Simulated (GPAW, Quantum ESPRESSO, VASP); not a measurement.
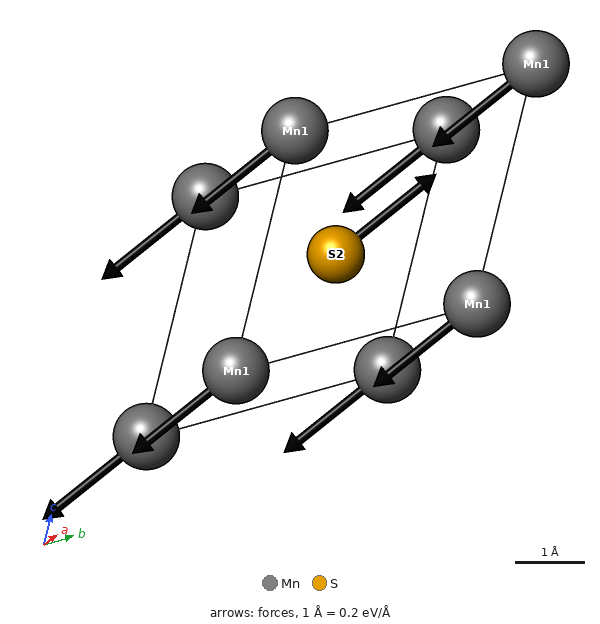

MnS (2 atoms) with its atoms moved off their places at random, by some hundredths of an ångström. The arrows are the forces from VASP (PBE potentials, release 64 Mn_pv, S). The parent cell is a structure listed in the Materials Project.

```
Mn S
1.0
     1.83000    1.05655    2.97092
    -1.83000    1.05655    2.97092
     0.00000   -2.11310    2.97092
Mn S
1 1
Direct
  0.00044 0.00920 0.00631
  0.50632 0.48826 0.49306
```

The same cell was run in three programs or potential sets. Alike in all runs: functional PBE; k mesh 9 × 9 × 9 on the run's cell of 2 atoms; occupations fermi-dirac, width 0.05 eV; collinear spin, ferromagnetic start; no spin-orbit coupling. The table gives the Cartesian components of the force on Mn1; with the net force removed, that on S2 is equal and opposite.

| program | Fx on Mn1 (eV/Å) | Fy on Mn1 (eV/Å) | Fz on Mn1 (eV/Å) |
| --- | --- | --- | --- |
| VASP (PBE potentials, release 64 Mn_pv, S) | 0.152 | 0.040 | -0.251 |
| GPAW (PAW data 1.2.1) | 0.156 | 0.042 | -0.257 |
| Quantum ESPRESSO (SSSP 1.3 efficiency) | ? | ? | ? |

Estimate the row of Quantum ESPRESSO (SSSP 1.3 efficiency).

(0.151, 0.040, -0.250) eV/Å on Mn1. The medians of the other rows are 0.154, 0.041, -0.254 eV/Å.

How well do the programs agree?

The size of the force spans 0.295 to 0.303 eV/Å. Against the median force vectors, the rows deviate by 0.001 eV/Å rms or less as a rule, and GPAW (PAW data 1.2.1) most, by 0.008 eV/Å. With one functional throughout, the spread comes from potentials, basis sets and numerical settings, or from slightly different magnetic solutions. Deviations count direction as well as size.

Caveat: a cell with one magnetic atom can't hold antiferromagnetic order, which such compounds often take.
